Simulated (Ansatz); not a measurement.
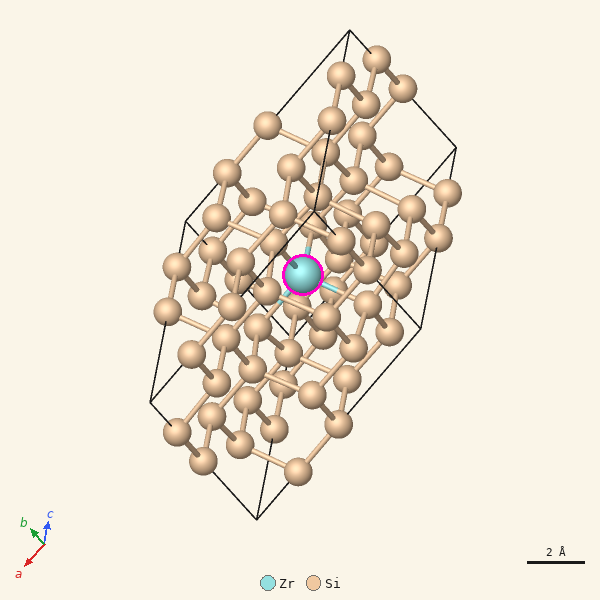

An orthographic ball-and-stick view of the structure, from a general direction. Lines trace the edges of the supercell. The host is Si, in a cell of 32 sites, and the cell is neutral. A ring marks the defect's site.

**What imperfection does the supercell contain?**

Zirconium on a silicon site (a substitutional impurity). It is bonded to four Si in a tetrahedral arrangement at about 2.6 Å.

The atoms were relaxed in the host's cell with DFT PBE, scalar-relativistic, plane waves, PAW (Ansatz).
